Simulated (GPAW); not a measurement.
## SiC (P6_3mc): how ε∞ follows the gap

The empty bands of SiC (P6_3mc) are shifted up rigidly by Δ, and ε∞ along x is computed for each shift. x, y and z are the Cartesian axes of the input cell.

Symmetry: P6_3mc, No. 186, hexagonal system. Conventional cell: a = 3.076 Å, b = 3.076 Å, c = 5.048 Å, α = 90.00°, β = 90.00°, γ = 120.00°. Si on site b has 4 C at 1.87 to 1.94 Å as nearest neighbours. C on site b is surrounded by 4 Si at 1.87 to 1.94 Å.

Method: GPAW 26.7.0, PBE, RPA, k-mesh 12×12×7, local fields up to 70 eV, Lorentzian half width 0.12 eV.

Launch of the response step: `OMP_NUM_THREADS=1 python df.py`. The series took 4.1 min in all, its band step included, on 1 thread of Arm Neoverse V1, on a shared host.

```
Δ (eV)  ε∞ along x
  0.00       6.546
  0.25       6.378
  0.50       6.218
  0.75       6.069
  1.00       5.928
  1.50       5.671
  2.00       5.440
  3.00           ?
```

With one effective transition at E₀ and fixed dipole strength, ε∞ − 1 = A/(E₀ + Δ), so 1/(ε∞ − 1) is linear in Δ.

Working, on the rows shown:

| x = Δ (eV) | y = 1/(ε∞ − 1) |
| --- | --- |
| 0 | 0.18031 |
| 0.25 | 0.185943 |
| 0.5 | 0.191644 |
| 0.75 | 0.197278 |
| 1 | 0.202922 |
| 1.5 | 0.214087 |
| 2 | 0.225225 |

Means: x̄ = 0.85714, ȳ = 0.19963. Σ(x − x̄)(y − ȳ) = 0.06699, Σ(x − x̄)² = 2.982. Slope = 0.06699 / 2.982 = 0.02246; intercept = ȳ − slope · x̄ = 0.18038. Turned back into ε∞ along x, the line misses the rows shown by at most 0.002.

Q: What does the fit predict for the withheld row, and how well does it do?

A: At x = 3 the line gives y = 0.24777, that is 5.036. The run gave 5.044, so the extrapolation is off by 0.0079, 0.5 % of the range in the table.

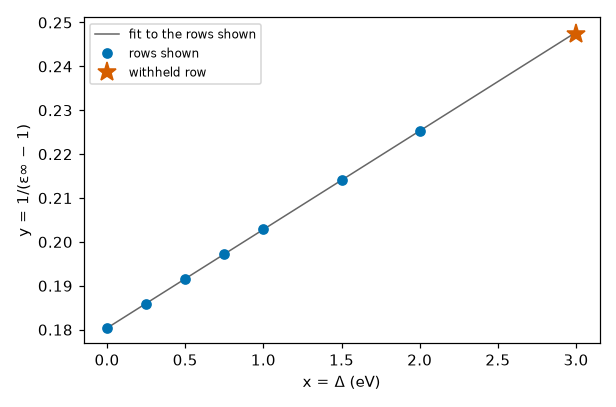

Refitted with all rows, the slope is 0.02233 and the intercept 0.18046. These give E₀ = intercept/slope = 8.1 eV, far above the least direct gap of 4.07 eV: most of the screening comes from transitions well over the edge. Over the first step ε∞ falls by 10 % per eV. The measured fundamental gap is 3.33 eV (arxiv:2009.14696 (2020)), against 2.31 eV for the same gap here, so it asks for Δ = 1.02 eV, where the line gives ε∞ = 5.92. Excitons are left out; PBE gaps are as a rule too small. The values come from a sum over the points of one k-mesh and carry its error, which grows as the direct gap shrinks.

[Logs are printed without paths, hosts, clocks, repeated set-up lines and the standing remarks that a program may print on its own settings, such as how far it seeks lower states.]
